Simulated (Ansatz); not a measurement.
**Ti: single-point calculation (part 1 of 2)**

The run: single-point calculation of Ti (slab, 16 atoms in the cell). Method and program: DFT PBE+D3(BJ), scalar-relativistic, plane waves, PAW, no spin polarisation (Ansatz 0.2.0).

The structure derives from an entry of the Crystallography Open Database. It belongs to a series of runs on one base structure; here: the slab at its places in the relaxed adsorbed structure. Figures and captions count atoms from 1; the log counts them from 0 in places.

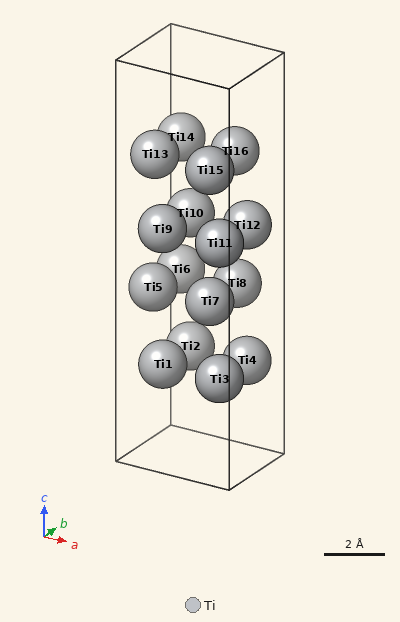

Fig. 1: The structure (spheres-only view of the cell of the calculation, with the vacuum cut short, seen slightly off an axis; atoms are numbered from 1 in the order of the input). An atom can appear more than once, as a periodic image.

The input
```yaml
crystal:
  lattice:
    - [5.772929951, 0.0, 0.0]
    - [-2.8864649755, 4.9995039918, 0.0]
    - [0.0, 0.0, 24.8611234733]
  atoms:
    - { symbol: Ti, position: [0.3333333333, 0.1666666667, 0.3217875495] }
    - { symbol: Ti, position: [0.3333333333, 0.6666666667, 0.3217875495] }
    - { symbol: Ti, position: [0.8333333333, 0.1666666667, 0.3217875495] }
    - { symbol: Ti, position: [0.8333333333, 0.6666666667, 0.3217875495] }
    - { symbol: Ti, position: [0.1666666667, 0.3333333333, 0.4137802207] }
    - { symbol: Ti, position: [0.1666666667, 0.8333333333, 0.4137802207] }
    - { symbol: Ti, position: [0.6666666667, 0.3333333333, 0.4137802207] }
    - { symbol: Ti, position: [0.6666666667, 0.8333333333, 0.4137802207] }
    - { symbol: Ti, position: [0.3304685612, 0.1652342806, 0.5100409146] }
    - { symbol: Ti, position: [0.3333333333, 0.6666666667, 0.5067646445] }
    - { symbol: Ti, position: [0.8347657194, 0.1652342806, 0.5100409146] }
    - { symbol: Ti, position: [0.8347657194, 0.6695314388, 0.5100409146] }
    - { symbol: Ti, position: [0.1745939729, 0.3491879458, 0.5975821808] }
    - { symbol: Ti, position: [0.1745939729, 0.8254060271, 0.5975821808] }
    - { symbol: Ti, position: [0.6666666667, 0.3333333333, 0.5959394557] }
    - { symbol: Ti, position: [0.6508120542, 0.8254060271, 0.5975821808] }
basis:
  ecutwfc: 420
kpoints:
  mp_grid: { grid: [4, 4, 1] }
hamiltonian:
  xc: pbe
  dispersion: d3bj
scf:
  occupations: { method: gaussian, width: 0.1 }
output:
  forces: true
  eigenvalues: true
  write_density: true
  volumetric_format: npy
efield:
  axis: 3
  dipole_correction: true
  ramp_width: 0.04
```

Run on 8 threads of Arm Neoverse V1, 24 GiB of memory available, shared host.

Launch command:
```bash
ansatz run input.yaml --threads 8 --pin off --max-ram 20480MiB --backend cpu --events-out ev --progress --plain --runs-dir out
```

What the program printed
```
Engine: ansatz 0.2.0, aarch64-unknown-linux-gnu
Pseudopotentials: kind: paw
Pseudopotential: Ti, paw, valence charge 12, recommended cutoff 420 eV (normal), Ti.paw.azcp
Functional definition: PBE
  parameter kappa = 0.804
  parameter beta = 0.06672455060314922
  exchange = pbe_x(kappa = kappa, mu = beta*pi^2/3)
  correlation = pbe_c(beta = beta)
Crystal: 16 atoms, lattice volume = 717.536 Å³
Basis set: ecut = 420 eV, 14027 PW (Γ), exchange–correlation on 80×80×360 points (8 copies of the dense FFT grid, shifted against one another)
Bands: 116, of which v1, the nominal top of the filled ones, is band 96 counted from 1 (95 counted from 0)
Symmetry: 6 space group operations
Space group: P3m1 (ITA 156), of the structure as read, at distance tolerance 9.0e-5 Å
k-points: 4 of 16 (time reversal used)
Non-local potential: Ti, projectors of the file, l = 0: 3, l = 1: 2, l = 2: 3, l = 3: 1
PAW form: soft (Blöchl's): semilocal exchange-correlation on the pseudo side does not see the compensation charge
PAW one-centre angular grid: Ti, 590 points (default); XC on 64 Gauss nodes
Initial density: superposition of atomic densities (neutral atoms: chi_scale 0, normalization atom), corrected by the library's trained network
Initial wavefunctions: pseudopotential atomic-orbital guess
Functional: x = pbe(κ = 0.804, μ = 0.2195149727645171), c = pbe(β = 0.06672455060314922)
SCF iter   1: F=—  HF=-39994.743645 eV  |F-HF|=—  |Δ(HF+E_count)|=         —  Δρ=6.67e-3  dr2=1.71e0  ethr=1.77e-3  p=0.008 e·Å  D=1.99e-3 V/Å  ΔV_dip=-0.05 eV  dr2_dipole=9.29e-2  V_vac-E_F(+/−)=4.16/4.21 eV  ⟨swp⟩=12.2  Hψ=2361  notcnv=0
efield: sawtooth ramp at fractional position 0.9397 (placed from the atoms, in the widest stretch of the axis that holds none; the zero of the levels goes with the place), width 0.0400; the density the first Hamiltonian is built on has a dipole p = 0.008 e·Å; the dipole correction subtracts the counter field D = 1.99e-3 V/Å, which shifts the + side's vacuum level by -0.05 eV against the − side's; the planar-averaged density in the ramp window peaks in size at 2.6e-5 e/Å³
preconditioner: auto → LDOS  [metal: Δε(μ)=0.007 eV  Ē_g=2.199 eV  σ=0.100 eV  W_gap=0.04  n_scr=112 (ndim 8)  ℏωp=11.1 eV  f_vac=0.555  D(μ)=27.11/eV (n_scr^D=230)  β→1.0]
SCF iter   2: F=—  HF=-39994.714428 eV  |F-HF|=—  |Δ(HF+E_count)|=   2.92e-2  Δρ=2.73e-3  dr2=2.01e-1  ethr=8.92e-4  p=0.009 e·Å  D=2.35e-3 V/Å  ΔV_dip=-0.06 eV  dr2_dipole=8.85e-3  V_vac-E_F(+/−)=4.43/4.49 eV  ⟨swp⟩=2.8  Hψ=598  notcnv=0  defer=17
SCF iter   3: F=—  HF=-39994.711652 eV  |F-HF|=—  |Δ(HF+E_count)|=   2.78e-3  Δρ=6.08e-4  dr2=6.78e-3  ethr=1.05e-4  p=0.011 e·Å  D=2.73e-3 V/Å  ΔV_dip=-0.07 eV  dr2_dipole=2.47e-4  V_vac-E_F(+/−)=4.43/4.50 eV  ⟨swp⟩=2.0  Hψ=568  notcnv=0  defer=16
SCF iter   4: F=—  HF=-39994.712284 eV  |F-HF|=—  |Δ(HF+E_count)|=   6.32e-4  Δρ=2.09e-4  dr2=5.97e-4  ethr=3.53e-6  p=0.012 e·Å  D=3.07e-3 V/Å  ΔV_dip=-0.08 eV  dr2_dipole=9.15e-8  V_vac-E_F(+/−)=4.45/4.53 eV  ⟨swp⟩=2.8  Hψ=583  notcnv=0  defer=16
SCF iter   5: F=—  HF=-39994.712443 eV  |F-HF|=—  |Δ(HF+E_count)|=   1.59e-4  Δρ=9.78e-5  dr2=1.48e-4  ethr=3.11e-7  p=0.013 e·Å  D=3.27e-3 V/Å  ΔV_dip=-0.08 eV  dr2_dipole=1.88e-6  V_vac-E_F(+/−)=4.45/4.54 eV  ⟨swp⟩=2.0  Hψ=576  notcnv=0  defer=16
SCF iter   6: F=—  HF=-39994.712454 eV  |F-HF|=—  |Δ(HF+E_count)|=   1.08e-5  Δρ=3.81e-5  dr2=3.53e-5  ethr=7.69e-8  p=0.013 e·Å  D=3.33e-3 V/Å  ΔV_dip=-0.08 eV  dr2_dipole=3.37e-7  V_vac-E_F(+/−)=4.46/4.54 eV  ⟨swp⟩=2.5  Hψ=578  notcnv=0  defer=16
SCF iter   7: F=—  HF=-39994.712597 eV  |F-HF|=—  |Δ(HF+E_count)|=   1.43e-4  Δρ=1.17e-5  dr2=3.39e-6  ethr=1.84e-8  p=0.013 e·Å  D=3.37e-3 V/Å  ΔV_dip=-0.08 eV  dr2_dipole=8.49e-8  V_vac-E_F(+/−)=4.46/4.54 eV  ⟨swp⟩=2.0  Hψ=541  notcnv=0  defer=4
SCF iter   8: F=—  HF=-39994.712598 eV  |F-HF|=—  |Δ(HF+E_count)|=   8.23e-7  Δρ=5.42e-6  dr2=4.10e-7  ethr=1.77e-9  p=0.013 e·Å  D=3.39e-3 V/Å  ΔV_dip=-0.08 eV  dr2_dipole=2.49e-10  V_vac-E_F(+/−)=4.46/4.54 eV  ⟨swp⟩=2.2  Hψ=571  notcnv=0  defer=4
SCF iter   9: F=-39994.712598 eV  HF=-39994.712598 eV  |F-HF|=3.30e-8  |Δ(HF+E_count)|=   1.25e-7  Δρ=1.43e-6  dr2=2.20e-8  ethr=5.21e-11  p=0.013 e·Å  D=3.40e-3 V/Å  ΔV_dip=-0.08 eV  dr2_dipole=4.32e-11  V_vac-E_F(+/−)=4.46/4.54 eV  ⟨swp⟩=20.0  Hψ=2034  notcnv=0
SCF 1 converged in 9 iterations: F = -39994.712598 eV  dr2 = 2.20e-8
  greatest PAW one-centre occupation: 0.999 electrons in one spin orbital (limit 2), on the Ti atom at site 9 (counted from 0), in its partial waves of l = 0
```

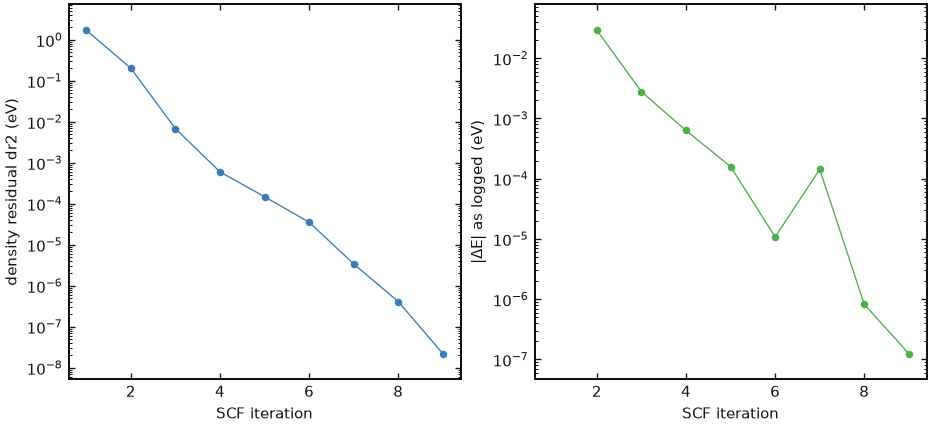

Fig. 2: Convergence of the self-consistent field: density residual dr2 and size of the energy change against the SCF iteration. The residual falls at every step.

```
SCF converged after 9 iterations
Free energy (F): -39994.712598 eV
Harris-Foulkes:  -39994.712598 eV  (|F-HF|=3.30e-8)
Internal energy: -39994.571035 eV  (E = F + TS)
E sigma→0 (E₀):  -39994.641816 eV
Entropy (-TS):   -0.141563 eV (-8.848 meV/atom)
Fermi energy:    2.527039 eV
Dipole field:    D = 0.003404 V/Å  (p = 0.013498 e·Å, saw-weighted, corrected)
Work function:   Φ+ = 4.4594 eV   Φ− = 4.5441 eV
Levels:          The Fermi level and band energies are counted from a zero that moves with the ramp; work functions are not
--- Per-component energies (eV) ---
  E_band       = -4588.681630
  E_kinetic    = 4363.922214
  E_local      = -208229.495027  (includes V_loc(G=0)·N_el)
  E_nonlocal   = 138.145434
  E_hartree    = 101912.942331
  E_xc         = -1555.060096
  E_vxc        = -1944.993176  (∫ρ·V_xc dr)
  E_paw        = -16766.139996  (= ΣΔE_a)
  E_vpaw       = -2742.163448  (= ΣTr[D̂ρ^β])
  E_aug_tail   = 0.001872  (compensation charges beyond the density's cutoff)
  E_efield     = 0.000023  (sawtooth field / dipole correction)
  E_vefield    = -0.013040  (∫n·V_field dr)
  E_ewald      = 80148.580128
  E_disp       = -7.467917  (pairwise vdW)
  E_smearing   = -0.141563  (= −TS)
  E_closure    = 0.000000  (closes the sum)
  Σ components = -39994.712598   (vs F -39994.712598, Δ=0.00e0)
--- Forces (eV/Å), atoms counted from 1 ---
  atom   1  Ti    -0.01274232    -0.00735678     0.50431825
  atom   2  Ti     0.00000000     0.00000000     0.42069235
  atom   3  Ti     0.01274232    -0.00735678     0.50431825
  atom   4  Ti     0.00000000     0.01471356     0.50431825
  atom   5  Ti    -0.00000000    -0.05599213    -0.52707311
  atom   6  Ti    -0.04849060     0.02799606    -0.52707311
  atom   7  Ti    -0.00000000    -0.00000000    -0.38089815
  atom   8  Ti     0.04849060     0.02799606    -0.52707311
  atom   9  Ti    -0.03172293    -0.01831524    -0.03661959
  atom  10  Ti     0.00000000     0.00000000     0.21071309
  atom  11  Ti     0.03172293    -0.01831524    -0.03661959
  atom  12  Ti     0.00000000     0.03663048    -0.03661959
  atom  13  Ti     0.00000000    -0.36151358    -0.11174927
  atom  14  Ti    -0.31307994     0.18075679    -0.11174927
  atom  15  Ti    -0.00000000     0.00000000     0.26286385
  atom  16  Ti     0.31307994     0.18075679    -0.11174927
  max |Σ_I F_I| component: 1.25e-8 eV/Å
--- Band table (eV) ---
  k-point 0: bands = ["-54.3139", "-54.2766", "-54.2254", "-54.2140", "-54.2140", "-54.1709", "-54.1709", "-54.1519", "-54.0955", "-54.0260", "-54.0085", "-53.9920", "-53.9920", "-53.9624", "-53.9624", "-53.9585", "-30.8410", "-30.8243", "-30.8140", "-30.8140", "-30.8023", "-30.7904", "-30.7904", "-30.7495", "-30.7401", "-30.7379", "-30.7379", "-30.6840", "-30.6728", "-30.6728", "-30.4931", "-30.4839", "-30.4839", "-30.4284", "-30.4284", "-30.4165", "-30.3690", "-30.3690", "-30.3678", "-30.3575", "-30.3345", "-30.3345", "-30.3319", "-30.2567", "-30.2425", "-30.2425", "-30.2311", "-30.2311", "-30.1918", "-30.1918", "-30.1721", "-30.1721", "-30.1705", "-30.1672", "-30.1672", "-30.1619", "-30.0979", "-30.0920", "-30.0920", "-30.0872", "-30.0399", "-30.0399", "-29.9886", "-29.9886", "-3.3231", "-2.3466", "-1.1475", "-0.3858", "-0.0652", "-0.0652", "-0.0568", "0.0740", "0.0764", "0.0764", "0.2890", "0.2890", "0.2953", "0.4596", "0.4654", "0.4654", "1.0107", "1.0107", "1.0135", "1.3547", "1.3876", "1.3876", "1.7221", "1.7835", "1.7835", "2.2447", "2.4795", "2.6049", "2.6049", "2.6090", "2.9892", "3.0204", "3.0606", "3.0606", "3.0942", "3.2302", "3.2302", "3.2941", "3.2941", "3.3005", "3.3005", "3.3248", "3.4018", "3.4018", "3.4998", "3.6439", "3.6439", "3.6574", "3.6844", "3.6844", "3.8505", "3.8505"]
```
